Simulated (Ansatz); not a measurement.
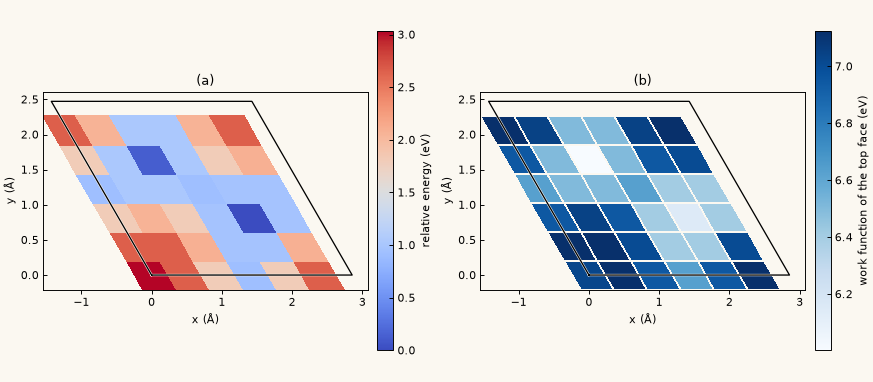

C on a W(111) slab cut from the Fm-3m phase, its upper half relaxed before the scan (3 atoms of substrate and one adsorbate in a 1 × 1 cell). 
- C is moved over the surface cell; relaxed at each place: the height of the adsorbate's atoms; substrate rigid; the origin of the map has the adsorbate above W3.
- Places are given modulo a cell vector. The map is drawn in real space over the plane of the surface.
- The scan uses a 6 × 6 grid; 10 points were computed and 26 follow by symmetry.
- Energies: eV, counted from the lowest grid point.
- With one adsorbate in each 1 × 1 cell, its nearest image is 2.9 Å away, so neighbouring adsorbates interact.
- These are results of DFT PBE, scalar-relativistic, plane waves, PAW (Ansatz 0.2.0), not measurements. Settings: cutoff 420 eV, k-mesh 9×9×1, gaussian smearing 0.1 eV, no spin polarisation.

Panel (a) is the energy; panel (b) is the computed work function of the top face, in eV.

The picture shows one coloured cell a grid point, the outline of one cell of the plane.

**How does the work function of the top face vary over the map, and what is it at the lowest grid point?**

It runs from 6.00 eV at a threefold hollow over a second-layer W atom, (2/6, 4/6) of the cell vectors to 7.12 eV at (0/6, 1/6) of the cell vectors [nearest 1 W at 1.88 Å]. At the lowest grid point, a threefold hollow over a third-layer W atom, (4/6, 2/6) of the cell vectors, it is 6.15 eV.

PAW datasets: the set soft_1.
